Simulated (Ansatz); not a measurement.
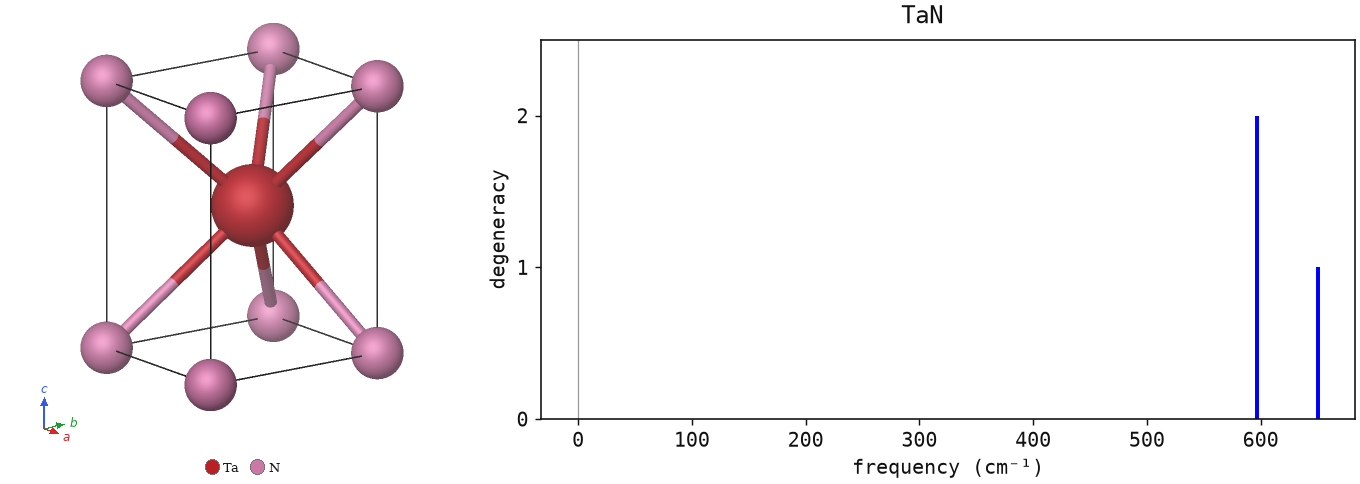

The plot gives the computed zone-centre optical phonon frequencies (the three acoustic modes are left out) for TaN, space group P-6m2 (No. 187). The conventional cell is drawn beside the plot.

The given structure:
```xyz
2
Lattice="2.8513 0.0000 0.0000 -1.4257 2.4693 0.0000 0.0000 0.0000 2.8167" Properties=species:S:1:pos:R:3 pbc="T T T"
Ta    0.0000    1.6462    1.4083
N     0.0000    0.0000    0.0000
```

How it was computed, with Ansatz 0.2.0: harmonic phonon frequencies at the zone centre with atoms at rest in the given cell, without the long-range term of polar modes, the three translations left out, imaginary frequencies are negative; plane waves with PAW datasets, Γ-centred k mesh. Level: PBE, no spin polarisation.

- wave cutoff: 420 eV
- k mesh: 18×18×14
- occupations: Fermi–Dirac
- smearing width: 0.15 eV
- pressure: 40 GPa
- phonon method: linear response

What do the frequencies say about stability?

Answer. No frequency is imaginary, so the structure is stable to these displacements (zone-boundary modes weren't tested here).

Where does the highest mode lie?

Answer. The highest mode lies at 650.4 cm⁻¹.

Note: metal sensitive to the k mesh.

The computed values:

```tsv
frequency (cm⁻¹)
597.1
597.1
650.4
```
